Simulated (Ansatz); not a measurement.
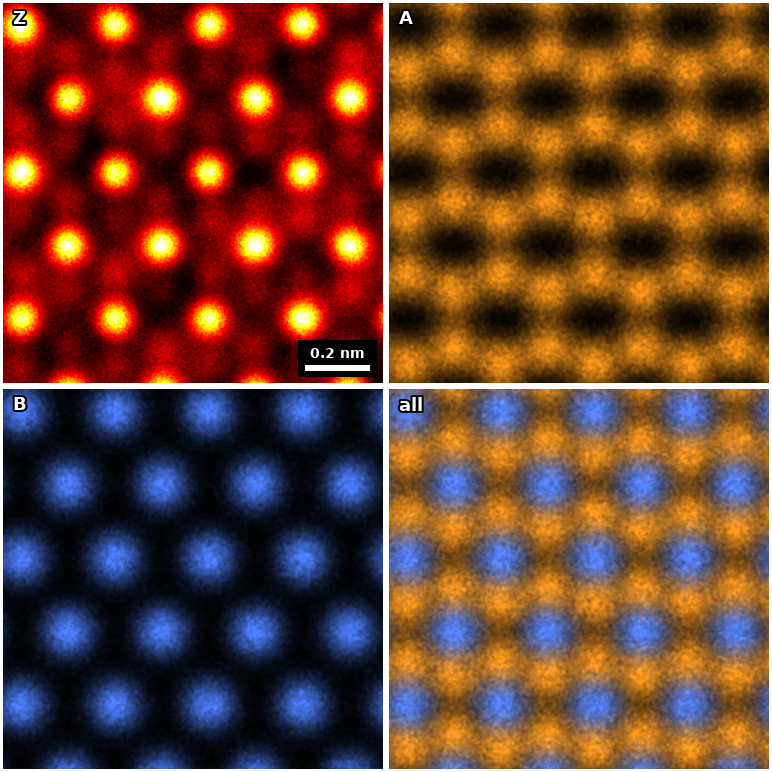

TiO$_{2}$ (P4_2/mnm, No. 136) along [100]. Panel Z: The image is simulated as a sum over atoms of Z^1.7, blurred by a 0.98 Å probe (no channelling). Shot noise and the speckle of an amorphous layer were added. The other panels are simulated element maps (the number of atoms of one element along the beam, blurred by 1.3 Å, with counting noise; each on its own scale, no channelling); the last overlays them. Model: the end point of a relaxation with DFT, PBE, plane waves, PAW in Ansatz 0.2.0.

```cif
data_structure
_symmetry_space_group_name_H-M 'P4_2/mnm'
_symmetry_Int_Tables_number 136
_cell_length_a 4.6433
_cell_length_b 4.6433
_cell_length_c 2.9639
_cell_angle_alpha 90.000
_cell_angle_beta 90.000
_cell_angle_gamma 90.000
_cell_volume 63.90
loop_
_atom_site_label
_atom_site_type_symbol
_atom_site_symmetry_multiplicity
_atom_site_Wyckoff_symbol
_atom_site_fract_x
_atom_site_fract_y
_atom_site_fract_z
_atom_site_occupancy
Ti1 Ti 2 a 0.00000 0.00000 0.00000 1
O1 O 4 f 0.30513 0.30513 0.00000 1
```

**Which element does each lettered map show?**

A: O, B: Ti. The projected cell (2.96 × 4.64 Å, 90°) holds 6 columns: 4 of O and 2 of Ti. No column is shared by two of the mapped elements.
